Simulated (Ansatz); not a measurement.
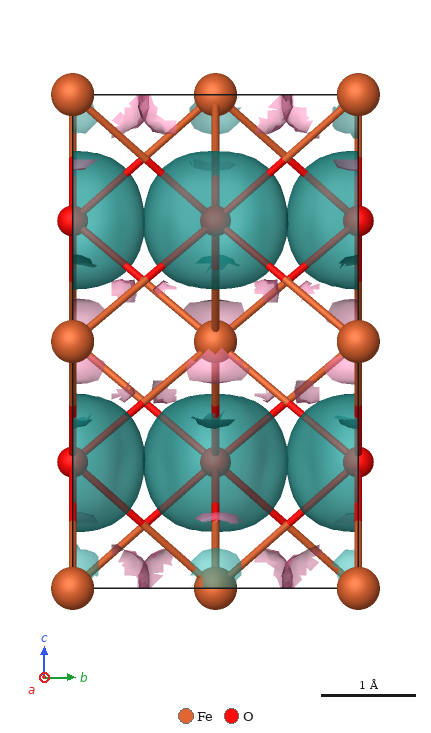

Figure. FeO. Density of the crystal less the sum of free-atom densities: teal surfaces at +0.1 and pink ones at −0.1 e/Å³, in the conventional cell seen along the a axis (the regions close to the nuclei are left out). Cores are masked to 0.9 Å (Fe) and 0.6 Å (O).

Space group C2/m; the calculation finds a residual pressure of about 3 GPa at this fixed cell; spin-polarised. Net moment 8.0 μB in the 4-atom cell of the calculation; other magnetic orders weren't tried. Effective Hubbard U: 5.3 eV on Fe d. Another magnetic order may lie lower. The cell comes from a database of computed structures, not from a measurement.

Method: Ansatz 0.2.0, DFT PBE+U, scalar-relativistic, plane waves, PAW.

Core electrons are frozen (PAW), so the fields are smoothed inside the atomic spheres.

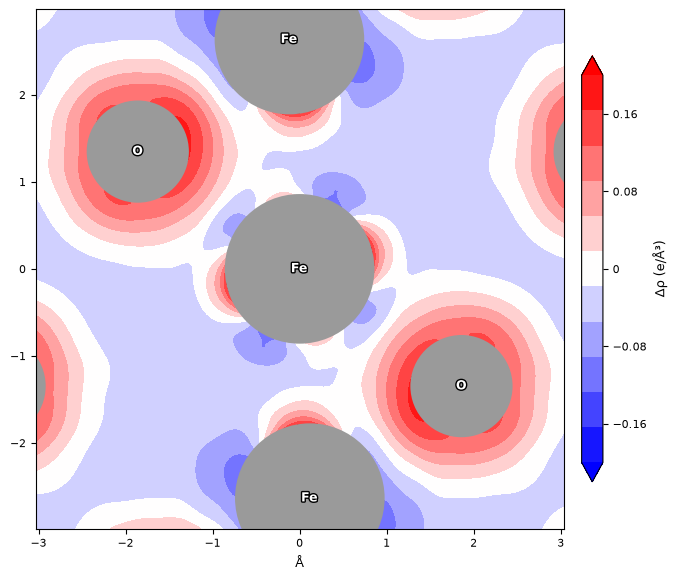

The same field as a map on the (010) plane of the conventional cell, with grey discs over the atomic cores.

Q: Describe the bonding charge.

A: Fe–O (2.17 Å): Δρ is +0.009 e/Å³ at the midpoint, so little or no bond charge builds up halfway.
- Fe–Fe (2.64 Å): Δρ is −0.02 e/Å³ at the midpoint.
- Over the whole cell, outside the masked cores, the largest gain lies at the edge of the masked core of O, and the largest loss lies at the edge of the masked core of Fe.
- In all about 0.31 e an atom is rearranged against the free atoms.
- Bader charges: Fe +1.37 and O −1.37 e.

Caution: this solution isn't shown to be the electronic ground state.
